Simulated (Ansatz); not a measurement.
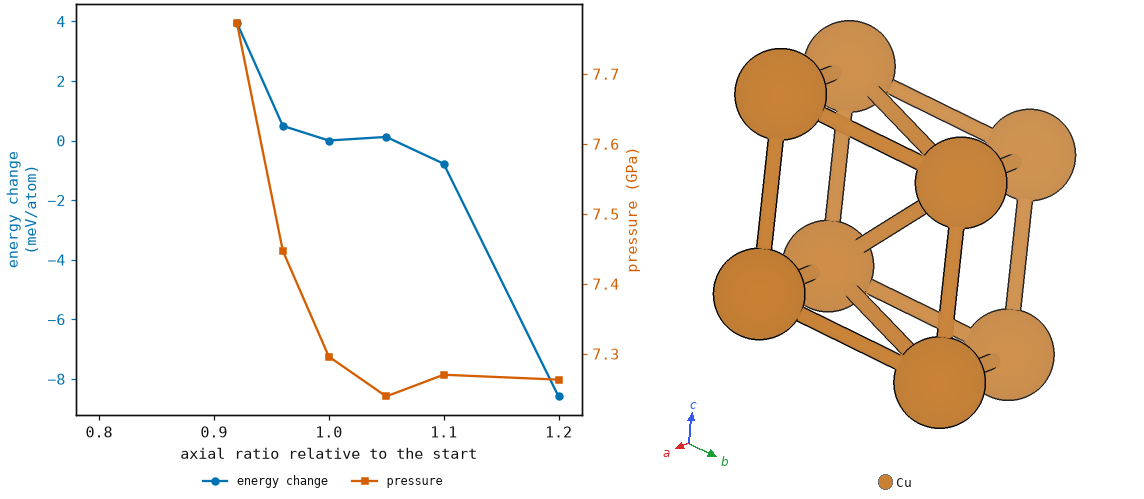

The plot gives the computed energy change and pressure against relative axial ratio for Cu, space group I4/mmm (No. 139). The cell is drawn beside the plot.

Structure:
```xyz
1
Lattice="-1.4428 1.4428 1.3761 1.4428 -1.4428 1.3761 1.4428 1.4428 -1.3761" Properties=species:S:1:pos:R:3 pbc="T T T"
Cu    0.0000    0.0000    0.0000
```

Calculation (Ansatz 0.2.0): deformation of a crystal at fixed volume, lengths along the axis scaled against those across it, fractional coordinates fixed, by plane-wave density functional theory with PAW datasets, free energies less that of the undisturbed cell, pressure positive in compression; scalar-relativistic. Level: PBE, no spin polarisation.

| setting | value |
| --- | --- |
| wave cutoff | 420 eV |
| k mesh | 26×26×26 |
| occupations | Gaussian |
| smearing width | 0.15 eV |
| k shift | (0, 0, 0) (mesh steps) |
| start | as given |
| path | tetragonal |
| axis direction | (0, 0, 1) (Cartesian unit vector) |

The points at relative axial ratio 0.80 and 0.85 are left out of the plot. What values does the calculation give there?

```json
{"axial ratio relative to the start": "0.80", "energy change (meV/atom)": "74.77", "pressure (GPa)": "11.538"}
{"axial ratio relative to the start": "0.85", "energy change (meV/atom)": "28.63", "pressure (GPa)": "9.318"}
```

Keep in mind: reference crystal is not relaxed; shape and atomic fractions are frozen while scaling, which makes layered, chain and framework solids too stiff.
